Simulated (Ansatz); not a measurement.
Given this structure:

```yaml
crystal:
  lattice:
    - [2.77841, 0.00000, 0.00000]
    - [0.00000, 2.77841, 0.00000]
    - [0.00000, 0.00000, 7.51340]
  atoms:
    - { symbol: Al, position: [0.00000, 0.00000, 0.50000] }
    - { symbol: Al, position: [0.50000, 0.50000, 0.22612] }
    - { symbol: Al, position: [0.50000, 0.50000, 0.77388] }
    - { symbol: Cu, position: [0.00000, 0.00000, 0.00000] }
```

### What does this file describe?

The stoichiometry is Al₃Cu. Its lattice is primitive tetragonal, its space group P4/mmm (No. 123). Counting shared atoms by their share gives 3 Al, 1 Cu, or 4 atoms. Each Cu is bonded to eight Al and four Cu in a distorted cuboctahedral arrangement (2.60 Å to Al, 2.78 Å to Cu). Al takes two kinds of site: 1b with twelve Al in a cuboctahedral arrangement at 2.78 to 2.85 Å; 2h with eight Al and four Cu in a distorted cuboctahedral arrangement (2.78 to 2.85 Å to Al, 2.60 Å to Cu). The bonds build a three-dimensional framework.

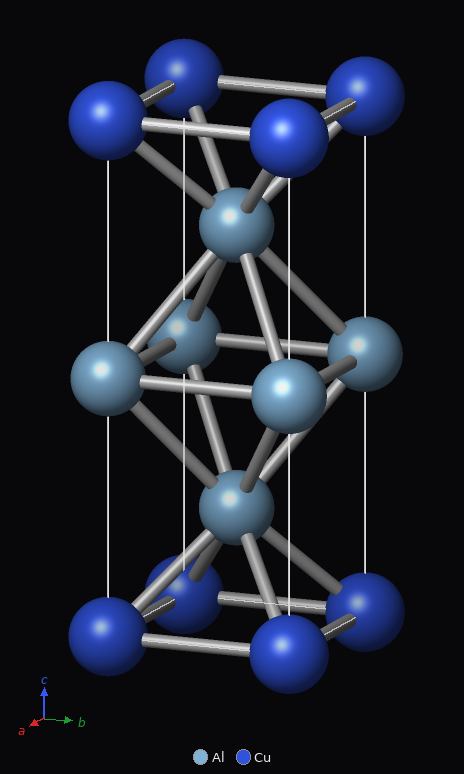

Shown here is a ball-and-stick view of the crystal, taken slightly off an axis. The edges of the conventional unit cell are marked.

The starting point was a structure listed in the Materials Project, with elements exchanged, so it need not be a known form of the compound. Earlier steps of the study, as a rule a relaxation of our own, may have changed the cell and positions, so they can lie some per cent off the listed ones. It was the input of a calculation with Ansatz.
